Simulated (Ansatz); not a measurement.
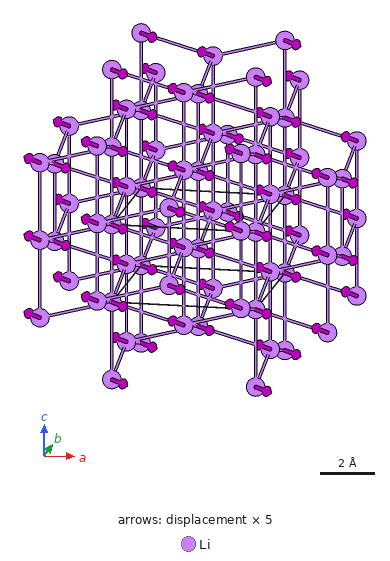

This is a relaxation of solid Li (a generated structure, set up in I4_1/amd). The starting structure is drawn; purple arrows show the displacements (the part carried along by the change of the cell is left out), magnified 5 times.

Style: ball-and-stick. Shown: the conventional cell (2 times the calculation's cell), repeated 1 × 1 × 2 with one cell outlined, slightly off an axis. Lengths and directions refer to the drawn axes.

Phase: beta-Sn type.

Theory: DFT, r2SCAN, plane waves (500 eV) with PAW, scalar-relativistic (Ansatz). (plane-wave cutoff 500 eV; k-point mesh 12 × 12 × 8; occupations fermi dirac; smearing width 0.1 eV; no spin polarisation; cell and atoms relaxed; force threshold 0.01 eV/Å; at most 60 steps)

Question: What happened in the run?

Answer: The largest moves relative to the cell, 0.22 Å, are those of Li atoms. The volume changes by −7.4 %, with a = b 5.498 → 5.913 Å (+7.5 %), c 3.002 → 3.105 Å (+3.4 %), α 90.0° → 105.0°, β 90.0° → 105.0°, γ 90.0° → 54.0°. Near-neighbour distances that change, for instance: Li–Li 4.168 → 3.099 Å, Li–Li 3.554 → 3.099 Å, Li–Li 2.850 → 3.092 Å, Li–Li 3.002 → 3.105 Å. Bond angles that change, for instance: Li–Li–Li 94.0° → 146.4°, Li–Li–Li 94.0° → 60.2°, Li–Li–Li 94.0° → 109.3°. The space group (tolerance 0.01 Å) goes from I4_1/amd (No. 141) to C2/c (No. 15). Over 20 accepted moves (24 points after the start) the energy falls by 78.9 meV per atom. Largest force component: 0.00018 eV/Å at the start, 0.00064 eV/Å at the end. Pressure: −0.79 GPa at the start and 0.00 GPa at the end. The line search rejected the trial steps at points 4, 18 of the run. The SCF was repeated twice at an unchanged geometry on a basis and grid sized afresh for the cell, which shifted the energy by 1.4 meV per atom at most. Cost: 5.7 min on 1 thread of Intel(R) Xeon(R) Platinum 8259CL CPU @ 2.50GHz (Skylake/Cascade Lake), on a shared host, peak memory 0.66 GiB.
